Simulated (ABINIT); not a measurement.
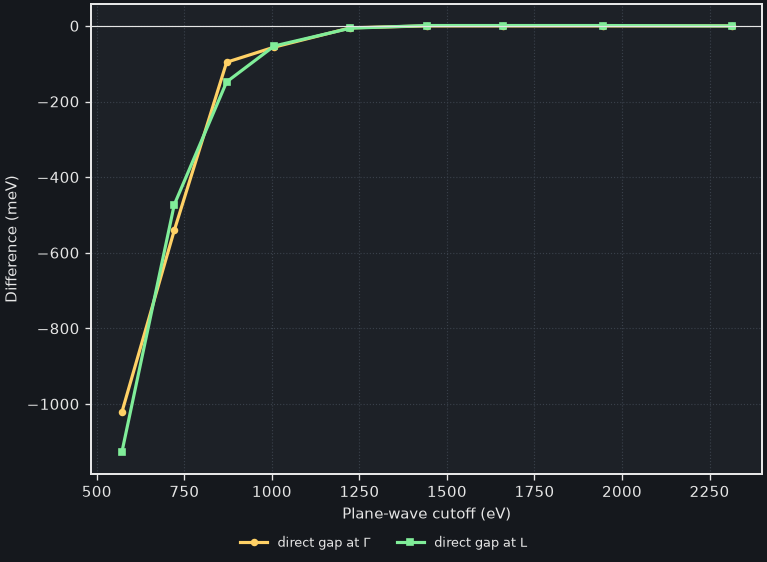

Gaps of zincblende GaN, space group F-43m (No. 216), 2 atoms in the primitive cell (cubic a = 4.507 Å) as the plane-wave cutoff is raised, all else fixed. The plot shows differences from the last run. The cell is at −6 GPa in LDA. Method: LDA, PseudoDojo NC SR LDA v0.4 stringent, no spin polarisation, no spin-orbit coupling, 10×10×10 k mesh, Gaussian smearing of 0.05 eV (ABINIT).

Q: Which plane-wave cutoff is enough for 10 meV?

A: The direct gap at Γ starts −1022 meV from the last run and stays within 10 meV of it from 1225 eV on. The direct gap at L starts −1128 meV from the last run and stays within 10 meV of it from 1225 eV on.

| plane-wave cutoff | direct gap at Γ (eV) | direct gap at L (eV) |
| --- | --- | --- |
| 571.4 eV | 0.736 | 4.405 |
| 721.1 eV | 1.217 | 5.060 |
| 870.8 eV | 1.662 | 5.385 |
| 1007 eV | 1.702 | 5.480 |
| 1225 eV | 1.753 | 5.527 |
| 1442 eV | 1.758 | 5.534 |
| 1660 eV | 1.758 | 5.534 |
| 1946 eV | 1.758 | 5.534 |
| 2313 eV | 1.758 | 5.533 |

LDA, GGA and most meta-GGA functionals understate gaps. The usual form of GaN is wurtzite.
